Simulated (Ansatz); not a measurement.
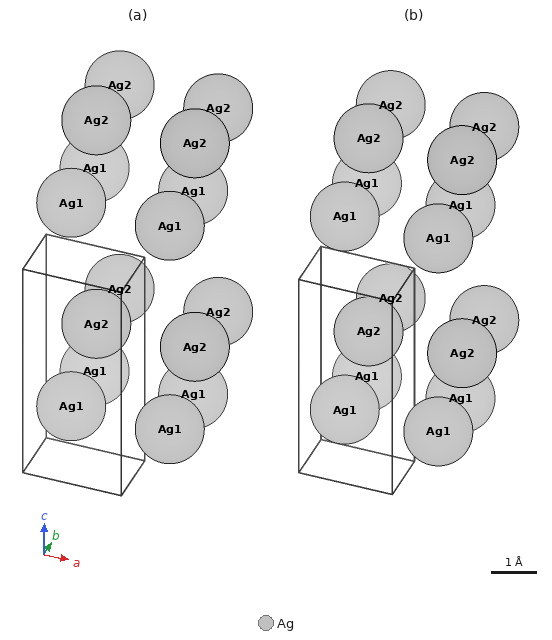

Left: crystalline Ag (set up in P6_3/mmc). Right: the same structure after one change, at the same scale. Style: spheres-only. Shown: the cell of the calculation, repeated 2 × 2 × 2 with one cell outlined, slightly off an axis.

Method: DFT r2SCAN, scalar-relativistic, plane waves, PAW (Ansatz 0.2.0). (plane-wave cutoff 500 eV; k-point mesh 18 × 18 × 10; occupations gaussian; smearing width 0.1 eV; no spin polarisation)

The crystal is put under a hydrostatic pressure of 25 GPa. Cell and atoms are relaxed at that pressure.

> How do the computed properties respond?

The energy rises by 165 meV per atom. The pressure goes from 0.0 to 25.0 GPa. It is metallic before and after. Cell: a = b 2.904 → 2.756 Å (−5.1 %), c 4.748 → 4.505 Å (−5.1 %). Volume −14.5 %. No atom moves by more than 0.005 Å relative to the cell. Some distances before and after: Ag–Ag 2.905 → 2.756 Å. The space group stays P6_3/mmc (No. 194).
